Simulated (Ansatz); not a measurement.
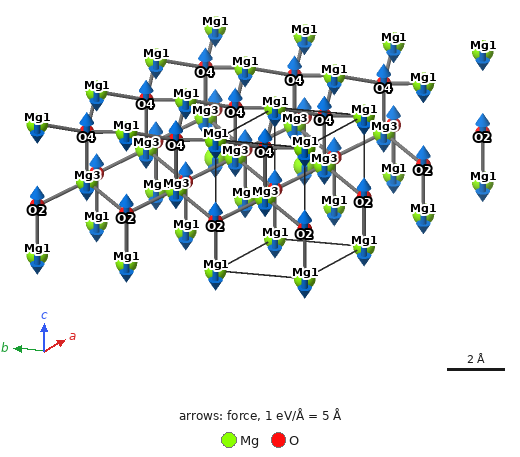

Starting geometry of solid MgO (a generated structure, set up in P6_3mc) with the computed forces as blue arrows. Style: ball-and-stick. Shown: the cell of the calculation, repeated 3 × 3 × 1 with one cell outlined, from a free direction.

Level of theory: DFT r2SCAN, scalar-relativistic, plane waves, PAW (Ansatz 0.2.0). Set-up: plane-wave cutoff 500 eV; k-point mesh 12 × 12 × 4; occupations gaussian; smearing width 0.02 eV; no spin polarisation; cell and atoms relaxed; force threshold 0.005 eV/Å; at most 80 steps.

> What follows when this structure is relaxed?

It isn't relaxed: the largest force vector, on Mg atoms, is 0.16 eV/Å. The atoms end up moving mostly along the starting forces (cosine between the two patterns 1.00). The largest moves relative to the cell, 0.050 Å, are those of Mg1, O2, Mg3 and O4. Mg1 goes along −c. Largest moves by element: Mg 0.050 Å, O 0.050 Å. The drawn cell changes as follows: a = b 3.220 → 3.289 Å (+2.1 %), c 5.258 → 5.033 Å (−4.3 %); the volume changes by −0.2 %. Some distances before and after: Mg1–O2 1.972 → 1.987 Å. Bond angles that change, for instance: Mg1–O4–Mg3 109.5° → 105.6°, O2–Mg1–O4 109.5° → 105.6°, O4–Mg1–O4 109.5° → 113.1°. The space group stays P6_3mc (No. 186). Over 4 accepted moves (5 points after the start) the energy falls by 8.6 meV per atom. The largest force component goes from 0.16 to 0.00042 eV/Å. Pressure: 0.57 GPa at the start and 0.00 GPa at the end. At 1 point the geometry stayed and the basis and grid were re-selected for the new cell (energy shift of less than 0.05 meV per atom at most each time).
